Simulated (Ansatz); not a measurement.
# Ge₄₈Si (charge +1): single-point calculation (part 1 of 2)

- system: Ge₄₈Si (defect cell, 49 atoms in the cell, total charge +1)
- method: DFT PBE, scalar-relativistic, plane waves, PAW, spin-polarised (Ansatz 0.2.0)

The structure derives from a Materials Project entry. Figures and captions count atoms from 1; the log counts them from 0 in places.

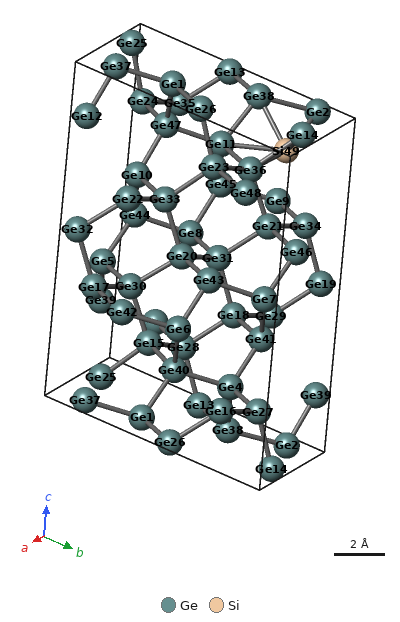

Figure 1. The structure (ball-and-stick view of the cell of the calculation, seen slightly off an axis; atoms are numbered from 1 in the order of the input). An atom can appear more than once, as a periodic image. Near neighbours in the periodic cell (some may lie outside the picture): Ge has 4 Ge at 2.43 to 2.53 Å; Ge has 4 Ge at 2.44 to 2.61 Å and 1 Si at 2.54 to 2.64 Å; Si has 6 Ge at 2.54 to 2.64 Å.

## The input
```yaml
crystal:
  lattice:
    - [-5.996379, 3.462011, 6.599378]
    - [5.996379, -3.462011, 6.599378]
    - [5.996379, 10.386033, -6.599378]
  atoms:
    - { symbol: Ge, position: [0.7036457535, 0.3619033415, 0.0031298614] }
    - { symbol: Ge, position: [0.182724149, 0.8785064218, 0.0064166487] }
    - { symbol: Ge, position: [0.029833016, 0.1980121096, 0.1652462775] }
    - { symbol: Ge, position: [0.5372239732, 0.6993969397, 0.17128268] }
    - { symbol: Ge, position: [0.3713374629, 0.0313987373, 0.338774318] }
    - { symbol: Ge, position: [0.86710444, 0.5324395039, 0.3357021935] }
    - { symbol: Ge, position: [0.7018114969, 0.8606006237, 0.498402843] }
    - { symbol: Ge, position: [0.1982855998, 0.36356177, 0.4978337105] }
    - { symbol: Ge, position: [0.0380929512, 0.6965720667, 0.6707061764] }
    - { symbol: Ge, position: [0.5331910556, 0.194157368, 0.663264064] }
    - { symbol: Ge, position: [0.371208894, 0.5130040001, 0.827906611], spin: 0.2 }
    - { symbol: Ge, position: [0.8602811281, 0.0338974184, 0.8315008622] }
    - { symbol: Ge, position: [0.1222048113, 0.4526540268, -0.0012063638] }
    - { symbol: Ge, position: [0.6062686882, 0.9366474519, 0.0016158104], spin: 0.2 }
    - { symbol: Ge, position: [0.4541666662, 0.2932623594, 0.1792831849] }
    - { symbol: Ge, position: [0.9491448697, 0.7800010428, 0.1688783914] }
    - { symbol: Ge, position: [0.7865337575, 0.116351886, 0.3351114083] }
    - { symbol: Ge, position: [0.2794702142, 0.613177453, 0.3323747408] }
    - { symbol: Ge, position: [0.1188237865, 0.9463490416, 0.5027327516] }
    - { symbol: Ge, position: [0.615669562, 0.4502539467, 0.5009973404] }
    - { symbol: Ge, position: [0.4529675761, 0.7789006397, 0.6651931569] }
    - { symbol: Ge, position: [0.9460189512, 0.2768658703, 0.6623934978] }
    - { symbol: Ge, position: [0.7950493179, 0.6050762835, 0.8332478526] }
    - { symbol: Ge, position: [0.2766571185, 0.1178701921, 0.8323207342] }
    - { symbol: Ge, position: [0.3782159295, 0.0739952951, 0.0064211759] }
    - { symbol: Ge, position: [0.8914827066, 0.5497667457, 0.0031378937] }
    - { symbol: Ge, position: [0.7221599014, 0.8843651493, 0.1712968346] }
    - { symbol: Ge, position: [0.2174968551, 0.385711528, 0.1652628396] }
    - { symbol: Ge, position: [0.0535300061, 0.7189068323, 0.3357132942] }
    - { symbol: Ge, position: [0.5576401722, 0.2177471383, 0.3387753508] }
    - { symbol: Ge, position: [0.3845366297, 0.549844849, 0.4978357524] }
    - { symbol: Ge, position: [0.8880783424, 0.0468913569, 0.4984101459] }
    - { symbol: Ge, position: [0.7193733728, 0.3803588921, 0.6632608682] }
    - { symbol: Ge, position: [0.2244114492, 0.8829020625, 0.6707136977] }
    - { symbol: Ge, position: [0.0478633337, 0.2214850834, 0.8314994827] }
    - { symbol: Ge, position: [0.5652200127, 0.7070108256, 0.8279227224], spin: 0.2 }
    - { symbol: Ge, position: [0.7963976762, 0.1268308405, -0.0012066591] }
    - { symbol: Ge, position: [0.3152353084, 0.6455812254, 0.0016087005], spin: 0.2 }
    - { symbol: Ge, position: [0.1363267061, 0.975375748, 0.1792838194] }
    - { symbol: Ge, position: [0.6391670782, 0.4699973537, 0.1688733218] }
    - { symbol: Ge, position: [0.4690593504, 0.7988355271, 0.3351008462] }
    - { symbol: Ge, position: [0.9695010789, 0.3031615433, 0.3323673829] }
    - { symbol: Ge, position: [0.8066746013, 0.6341713189, 0.5027197296] }
    - { symbol: Ge, position: [0.3010432605, 0.1355921058, 0.5009926836] }
    - { symbol: Ge, position: [0.1365748315, 0.4624932824, 0.6651840778] }
    - { symbol: Ge, position: [0.6358122791, 0.966637089, 0.6623846862] }
    - { symbol: Ge, position: [0.4784410672, 0.2884829564, 0.833246447] }
    - { symbol: Ge, position: [0.9647359962, 0.8059301261, 0.832317066] }
    - { symbol: Si, position: [0.3369728622, 0.7975097685, 0.8842197499], spin: 0.2 }
magnetization:
  spin_polarized: true
total_charge: 1
basis:
  ecutwfc: 420
  fft_grid_basis: typed
kpoints:
  mp_grid: { grid: [2, 2, 2] }
hamiltonian:
  xc: pbe
  pseudopotentials: { kind: paw }
scf:
  occupations: { method: gaussian, width: 0.05 }
output:
  forces: true
  stress: false
  eigenvalues: true
  bader: true
  write_density: true
  volumetric_format: npy
  populations: true
```

Hardware: 8 threads of Arm Neoverse V2, 24 GiB of memory available, shared host.

Launched with:
```bash
ansatz run input.yaml --threads 8 --pin off --max-ram 16384MiB --backend cpu --events-out ev --progress --plain --runs-dir out
```

## The program's output
```
Engine: ansatz 0.2.0, aarch64-unknown-linux-gnu
Pseudopotentials: kind: paw
Pseudopotential: Ge, paw, valence charge 14, recommended cutoff 420 eV (normal), Ge.paw.azcp
Pseudopotential: Si, paw, valence charge 4, recommended cutoff 420 eV (normal), Si.paw.azcp
Functional definition: PBE
  parameter kappa = 0.804
  parameter beta = 0.06672455060314922
  exchange = pbe_x(kappa = kappa, mu = beta*pi^2/3)
  correlation = pbe_c(beta = beta)
Crystal: 49 atoms, lattice volume = 1096.000 Å³
Basis set: ecut = 420 eV, 21365 PW (Γ), exchange–correlation on 128×128×192 points (8 copies of the dense FFT grid, shifted against one another)
Bands: 406, of which v1, the nominal top of the filled ones, is band 338 counted from 1 (337 counted from 0)
Symmetry: 1 space group operations
Space group: P1 (ITA 1), of the structure as read, at distance tolerance 1.0e-4 Å
Magnetic group: BNS 1.1 (UNI 1), of the structure as read, at distance tolerance 1.0e-4 Å
k-points: 8
Non-local potential: Ge, projectors of the file, l = 0: 2, l = 1: 2, l = 2: 3, l = 3: 1
Non-local potential: Si, projectors of the file, l = 0: 2, l = 1: 2, l = 2: 2
PAW form: soft (Blöchl's): semilocal exchange-correlation on the pseudo side does not see the compensation charge
PAW one-centre angular grid: Ge, 590 points (default); XC on 64 Gauss nodes
PAW one-centre angular grid: Si, 110 points (default); XC on 64 Gauss nodes
Initial density: superposition of atomic densities (chi_scale 0.1, normalization cell)
Starting moments: Σ|m| = 1 μB on 5 of 49 sites
Initial wavefunctions: pseudopotential atomic-orbital guess
Functional: x = pbe(κ = 0.804, μ = 0.2195149727645171), c = pbe(β = 0.06672455060314922)
iter 1 solved again at ethr=1.76e-3 eV; its pass at ethr=3.10e-3 eV (dr2=1.19e1 eV) is discarded
SCF iter   1: F=—  HF=-206800.680645 eV  |F-HF|=—  |Δ(HF+E_count)|=         —  Δρ=1.87e-2 (↑1.79e-2 ↓1.87e-2)  dr2=1.19e1  dr2_m=3.16e-1  M=0.020 μB ∫|m|=0.136 μB  β_m=0.30  ethr=1.76e-3  ⟨swp⟩=1.2  Hψ=30596  notcnv=0
preconditioner: auto → Resta (q_TF=auto, 2.517 Å⁻¹)  ε∞=2.7  [insulator: Δε(μ)=0.114 eV  Ē_g=22.388 eV  σ=0.050 eV  W_gap=0.88  n_scr=300 (ndim 8)  ℏωp=29.1 eV  f_vac=0.007  D(μ)=1.27/eV (n_scr^D=0)  ε∞_Penn≈2.7]
spin=Collinear: Resta preconditioning applied to the charge; magnetization (m = ρ↑ − ρ↓) channel mixes plain (no charge-response kernel on spin).
SCF iter   2: F=—  HF=-206799.961520 eV  |F-HF|=—  |Δ(HF+E_count)|=   7.19e-1  Δρ=1.40e-2 (↑1.34e-2 ↓1.40e-2)  dr2=6.73e0  dr2_m=1.57e-1  M=0.014 μB ∫|m|=0.104 μB  β_m=0.30  ethr=1.76e-3  ⟨swp⟩=1.0  Hψ=6496  notcnv=0
SCF iter   3: F=—  HF=-206798.934651 eV  |F-HF|=—  |Δ(HF+E_count)|=    1.03e0  Δρ=3.26e-3 (↑3.10e-3 ↓3.26e-3)  dr2=1.96e-1  dr2_m=7.77e-2  M=0.041 μB ∫|m|=0.079 μB  β_m=0.30  ethr=9.97e-4  ⟨swp⟩=2.9  Hψ=8455  notcnv=0
SCF iter   4: F=—  HF=-206798.965422 eV  |F-HF|=—  |Δ(HF+E_count)|=   3.08e-2  Δρ=2.29e-3 (↑2.29e-3 ↓2.21e-3)  dr2=5.29e-2  dr2_m=3.86e-2  M=0.033 μB ∫|m|=0.063 μB  β_m=0.30  ethr=2.90e-5  ⟨swp⟩=2.0  Hψ=8161  notcnv=0
SCF iter   5: F=—  HF=-206799.017986 eV  |F-HF|=—  |Δ(HF+E_count)|=   5.26e-2  Δρ=1.48e-3 (↑1.48e-3 ↓1.46e-3)  dr2=1.11e-2  dr2_m=1.92e-2  M=0.028 μB ∫|m|=0.051 μB  β_m=0.30  ethr=7.83e-6  ⟨swp⟩=2.0  Hψ=7892  notcnv=0
SCF iter   6: F=—  HF=-206799.033556 eV  |F-HF|=—  |Δ(HF+E_count)|=   1.56e-2  Δρ=1.01e-3 (↑1.01e-3 ↓9.93e-4)  dr2=2.63e-3  dr2_m=9.58e-3  M=0.021 μB ∫|m|=0.040 μB  β_m=0.30  ethr=1.64e-6  ⟨swp⟩=2.0  Hψ=7814  notcnv=0
SCF iter   7: F=—  HF=-206799.037565 eV  |F-HF|=—  |Δ(HF+E_count)|=   4.01e-3  Δρ=6.96e-4 (↑6.96e-4 ↓6.94e-4)  dr2=3.45e-4  dr2_m=4.78e-3  M=0.017 μB ∫|m|=0.032 μB  β_m=0.30  ethr=3.89e-7  ⟨swp⟩=2.0  Hψ=7820  notcnv=0
Mixer restart at iter 7: flushing history
spin-set hold released at iteration 7 (site moments contracting): the magnetisation degrees of freedom join the quasi-Newton model from the next iteration; the mixer history was flushed
SCF iter   8: F=—  HF=-206799.038154 eV  |F-HF|=—  |Δ(HF+E_count)|=   5.89e-4  Δρ=4.94e-4 (↑4.94e-4 ↓4.90e-4)  dr2=1.79e-4  dr2_m=2.39e-3  M=0.014 μB ∫|m|=0.026 μB  β_m=0.65  ethr=5.12e-8  ⟨swp⟩=2.0  Hψ=7228  notcnv=0
SCF iter   9: F=—  HF=-206799.039057 eV  |F-HF|=—  |Δ(HF+E_count)|=   9.03e-4  Δρ=2.49e-5 (↑2.29e-5 ↓2.49e-5)  dr2=4.78e-5  dr2_m=3.37e-6  M=0.004 μB ∫|m|=0.008 μB  β_m=0.64  ethr=2.65e-8  ⟨swp⟩=2.4  Hψ=11663  notcnv=0
SCF iter  10: F=—  HF=-206799.039540 eV  |F-HF|=—  |Δ(HF+E_count)|=   4.82e-4  Δρ=1.75e-5 (↑1.75e-5 ↓1.48e-5)  dr2=1.69e-5  dr2_m=1.70e-6  M=0.003 μB ∫|m|=0.006 μB  β_m=0.76  ethr=7.08e-9  ⟨swp⟩=2.0  Hψ=7793  notcnv=0
SCF iter  11: F=—  HF=-206799.039557 eV  |F-HF|=—  |Δ(HF+E_count)|=   1.78e-5  Δρ=1.03e-5 (↑7.70e-6 ↓1.03e-5)  dr2=6.27e-6  dr2_m=4.84e-7  M=0.002 μB ∫|m|=0.003 μB  β_m=0.81  ethr=2.50e-9  ⟨swp⟩=2.1  Hψ=7821  notcnv=0
SCF iter  12: F=—  HF=-206799.039563 eV  |F-HF|=—  |Δ(HF+E_count)|=   5.44e-6  Δρ=5.15e-6 (↑5.15e-6 ↓4.05e-6)  dr2=1.59e-6  dr2_m=1.23e-7  M=0.001 μB ∫|m|=0.002 μB  β_m=0.80  ethr=9.29e-10  ⟨swp⟩=2.9  Hψ=11266  notcnv=0
SCF iter  13: F=—  HF=-206799.039564 eV  |F-HF|=—  |Δ(HF+E_count)|=   1.40e-6  Δρ=2.59e-6 (↑2.59e-6 ↓2.40e-6)  dr2=2.58e-7  dr2_m=3.15e-8  M=0.001 μB ∫|m|=0.001 μB  β_m=0.65  ethr=2.36e-10  ⟨swp⟩=2.2  Hψ=9048  notcnv=0
SCF iter  14: F=—  HF=-206799.039564 eV  |F-HF|=—  |Δ(HF+E_count)|=   3.45e-7  Δρ=7.87e-7 (↑7.87e-7 ↓7.40e-7)  dr2=2.31e-8  dr2_m=3.99e-9  M=0.000 μB ∫|m|=0.000 μB  β_m=0.68  ethr=1.48e-11  ⟨swp⟩=6.5  Hψ=23222  notcnv=0
SCF iter  15: F=—  HF=-206799.039565 eV  |F-HF|=—  |Δ(HF+E_count)|=   3.61e-8  Δρ=3.13e-7 (↑3.13e-7 ↓3.07e-7)  dr2=4.60e-9  dr2_m=8.06e-10  M=0.000 μB ∫|m|=0.000 μB  β_m=0.70  ethr=3.43e-12  ⟨swp⟩=3.4  Hψ=13910  notcnv=0
SCF iter  16: F=-206799.039565 eV  HF=-206799.039565 eV  |F-HF|=2.91e-11  |Δ(HF+E_count)|=   3.35e-9  Δρ=1.41e-7 (↑1.35e-7 ↓1.41e-7)  dr2=4.94e-10  dr2_m=1.70e-10  M=0.000 μB ∫|m|=0.000 μB  ethr=1.00e-12  ⟨swp⟩=3.1  Hψ=13802  notcnv=0
SCF 1 converged in 16 iterations: F = -206799.039565 eV  dr2 = 4.94e-10
  greatest PAW one-centre occupation: 0.998 electrons in one spin orbital (limit 2), on the Ge atom at site 24 (counted from 0), in its partial waves of l = 2
```

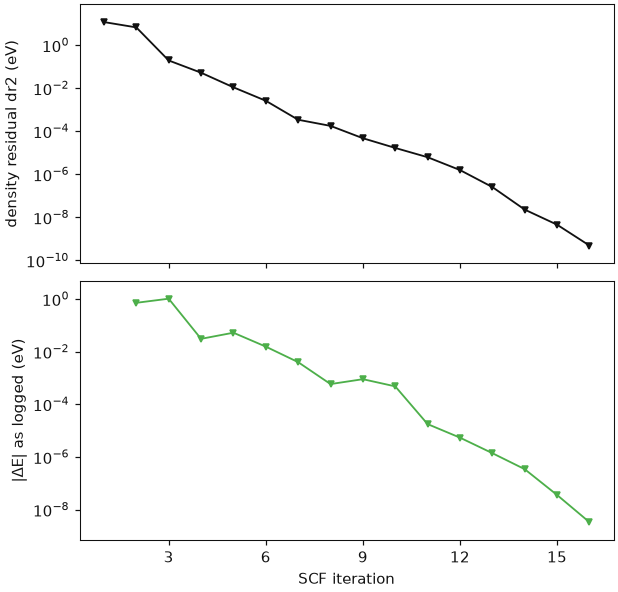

Figure 2. Convergence of the self-consistent field: density residual dr2 and size of the energy change against the SCF iteration. The residual falls at every step.

```
WARN: the starting moments were not kept: the SCF closed with an absolute magnetisation of 7.1e-5 μB, where they sum to 1 μB in size (5 sites). That is at most 0.1 of that sum. Measured as dr2_m measures the in/out step, that magnetisation stands 1.1e-10 eV from none, at or under the dr2_threshold of 1.0e-7 eV: it is no larger than a step whose dr2_m would equal this threshold. The system may hold no moment; this SCF shows only that its start led to no more than that. To try another start: raise the starting moments (crystal.atoms[].spin, magnetization.per_species, magnetization.initial_magnetization, or on a non-collinear deck that types none of these the spinor_matrix: blocks that start its atoms; where the total moment is fixed, keep their sum and leave initial_magnetization as it is; typed ones take the place of any that the run laid by itself, positive ones on a crystal's lanthanoids without a Hubbard term where scf.initial_density.shell_occupations: [] is typed) or, if the notice of its spin-set hold's release reads "site moments contracting" or "site moments show no strong build", lengthen the hold (scf.mixing.spin_hold: { on: { confirm: 4 } }; for m-r²SCAN on two components see the key's manual first). Each may lead to a state that holds a moment. A second SCF, from the converged charge density, with the starting moments and any scf.initial_density.shell_occupations laid on it anew, would have followed, and was not run: the deck does not ask for one (magnetization.retry_lost_moments is false, the default). To let it run, set magnetization.retry_lost_moments: true and run the deck again, where that key's refused combinations let it; where memory then withholds it, that run's warning says so.
SCF converged after 16 iterations
Magnetization: 0.0000 μB (337.5000 up, 337.5000 down)
Absolute magnetization: 0.0001 μB (∫|ρ↑−ρ↓|, with the PAW one-centre terms)
Spin contamination: 0.0000 ħ² per cell (⟨S²⟩ above its minimum at these occupations)
Per-site moments (μB) at R_I (Å): [(1.0348242196433921e-7, 1.008496025094399), (1.6034874875616453e-6, 1.004878204318139), (1.9024411893286046e-7, 1.0070248589184736), (3.061988271252976e-7, 1.0057989289599611), (1.5679180042141835e-7, 1.0060303998235205), (6.155048042359474e-8, 1.0053816640077204), (9.260811850671891e-8, 1.0065923695203125), (1.6590139903471841e-7, 1.0072994721241768), (-4.882346463038232e-8, 1.0140697595533799), (4.581642283201327e-8, 1.0015638545332972), (4.164294243105923e-7, 1.004972170822452), (3.111992875213129e-7, 1.0064570365934467), (8.018593386715129e-7, 1.0090803047196395), (-9.275350023758685e-7, 1.0093127846591152), (3.1702680077450575e-8, 1.0048784789049867), (1.984322482547049e-8, 1.0058094158788793), (1.3433395743556638e-8, 1.0080232371607722), (1.0228238506818792e-7, 1.0053710940929348), (3.177181054919569e-7, 1.0065781099638202), (1.336706761868604e-8, 1.0062216745824568), (2.1400734463897537e-7, 1.0106477266909386), (1.8251213028069423e-7, 1.0015560228520222), (5.333595869185858e-7, 1.0049454834030989), (-1.1445892135906793e-8, 1.0073603248083205), (1.6062542893914983e-6, 1.0048784789049867), (1.0316922480904077e-7, 1.0084957636209888), (3.050812260611229e-7, 1.0058094158788793), (1.8997452588453536e-7, 1.0070087177103901), (6.024183255857694e-8, 1.0053710940929348), (1.571368860938223e-7, 1.0060291858319939), (1.6565948332558503e-7, 1.0072992640908716), (9.134423675499138e-8, 1.0065781099638202), (4.642623135484944e-8, 1.0015560228520222), (-4.88023860487926e-8, 1.014061636554758), (3.1054579415590264e-7, 1.0064628804179587), (4.1778424311684953e-7, 1.0049454834030989), (8.052546539353901e-7, 1.0090827448790594), (-9.277086628193141e-7, 1.0093284388794552), (3.1790658115241195e-8, 1.004878204318139), (1.9320988310509514e-8, 1.0057989289599611), (1.3143995190792476e-8, 1.0080226371163663), (1.00101244439539e-7, 1.0053816640077204), (3.16859386381448e-7, 1.0065923695203125), (1.4502241931089091e-8, 1.0062172928828004), (2.146095527636383e-7, 1.0106420935610096), (1.8086732980717505e-7, 1.0015638545332972), (5.333346956617479e-7, 1.004972170822452), (-1.0928686211365628e-8, 1.0073723650354345), (4.308278565901297e-6, 1.0487928829678044)]
Free energy (F): -206799.039565 eV
Harris-Foulkes:  -206799.039565 eV  (|F-HF|=2.91e-11)
Internal energy: -206799.032931 eV  (E = F + TS)
E sigma→0 (E₀):  -206799.036248 eV
Entropy (-TS):   -0.006634 eV (-0.135 meV/atom)
Fermi energy:    8.795434 eV
--- Per-component energies (eV) ---
  E_band       = -7107.417609
  E_kinetic    = 5386.696682
  E_local      = -118698.769034  (includes V_loc(G=0)·N_el)
  E_nonlocal   = 20111.091127
  E_hartree    = 52124.504870
  E_xc         = -3678.323007
  E_vxc        = -3142.425623  (∫ρ·V_xc dr)
  E_paw        = -97460.456012  (= ΣΔE_a)
  E_vpaw       = -15013.036574  (= ΣTr[D̂ρ^β])
  E_aug_tail   = 0.016230  (compensation charges beyond the density's cutoff)
  E_ewald      = -64583.793788
  E_smearing   = -0.006634  (= −TS)
  E_closure    = 0.000000  (closes the sum)
  E_deformation_potential = 14.262977  (in the stress; not in F)
  Σ components = -206799.039565   (vs F -206799.039565, Δ=0.00e0)
--- Forces (eV/Å), atoms counted from 1 ---
  atom   1  Ge     0.03641121     0.01408918     0.00020606
  atom   2  Ge    -0.05514084     0.16276209    -0.00499552
  atom   3  Ge     0.02808225    -0.01661926    -0.02223458
  atom   4  Ge     0.04366793     0.01532524     0.02043455
  atom   5  Ge    -0.03030392    -0.00222555     0.01141441
  atom   6  Ge     0.00558400    -0.01381352     0.04670642
  atom   7  Ge     0.00149373    -0.02075917     0.01063484
  atom   8  Ge    -0.00313626     0.05366913     0.00954423
  atom   9  Ge    -0.01605975    -0.05478335    -0.00284626
  atom  10  Ge     0.10692640    -0.05558888    -0.00337441
  atom  11  Ge     0.00098191    -0.10907499     0.10107730
  atom  12  Ge     0.00336342     0.03055473    -0.01734714
  atom  13  Ge    -0.01315334    -0.02298476    -0.02735730
  atom  14  Ge     0.06613655     0.15691528     0.35834488
  atom  15  Ge     0.01545350     0.04257730     0.01812083
  atom  16  Ge    -0.02325263    -0.00948983     0.00612308
  atom  17  Ge    -0.00920381    -0.01964810    -0.01030390
  atom  18  Ge     0.00667832    -0.01133981     0.00188633
  atom  19  Ge     0.02175767     0.03646728     0.04040429
  atom  20  Ge     0.00159956     0.00739655     0.03130036
  atom  21  Ge     0.03915565    -0.01179168    -0.00041839
  atom  22  Ge    -0.06075028     0.08789147     0.02553856
  atom  23  Ge     0.02537822     0.08121512     0.00734311
  atom  24  Ge    -0.08634464    -0.07750541     0.03089208
  atom  25  Ge    -0.05438304     0.16237123     0.00418721
  atom  26  Ge     0.03605755     0.01417624    -0.00009852
  atom  27  Ge     0.04336238     0.01539735    -0.02065150
  atom  28  Ge     0.02780160    -0.01718391     0.02219176
  atom  29  Ge     0.00532340    -0.01393344    -0.04684707
  atom  30  Ge    -0.03066586    -0.00200242    -0.01150941
  atom  31  Ge    -0.00307989     0.05397019    -0.00947233
  atom  32  Ge     0.00159975    -0.02109630    -0.01072286
  atom  33  Ge     0.10681695    -0.05564852     0.00323888
  atom  34  Ge    -0.01603267    -0.05493734     0.00278676
  atom  35  Ge     0.00373783     0.03063046     0.01732990
  atom  36  Ge     0.00102074    -0.10988300    -0.10186758
  atom  37  Ge    -0.01333795    -0.02319206     0.02826689
  atom  38  Ge     0.06665644     0.15613389    -0.35739381
  atom  39  Ge     0.01587792     0.04218493    -0.01821328
  atom  40  Ge    -0.02309250    -0.00933407    -0.00597640
  atom  41  Ge    -0.00894344    -0.01981793     0.01028320
  atom  42  Ge     0.00698694    -0.01164804    -0.00193749
  atom  43  Ge     0.02218540     0.03636358    -0.04024158
  atom  44  Ge     0.00181101     0.00737311    -0.03141250
  atom  45  Ge     0.03941573    -0.01178372     0.00049344
  atom  46  Ge    -0.06045477     0.08775911    -0.02546102
  atom  47  Ge     0.02517717     0.08090654    -0.00699213
  atom  48  Ge    -0.08619331    -0.07748743    -0.03078628
  atom  49  Si    -0.21297133    -0.52255567    -0.00028818
  max |Σ_I F_I| component: 1.86e-6 eV/Å
--- Band table (eV; the first three rows and the last of 16) ---
```
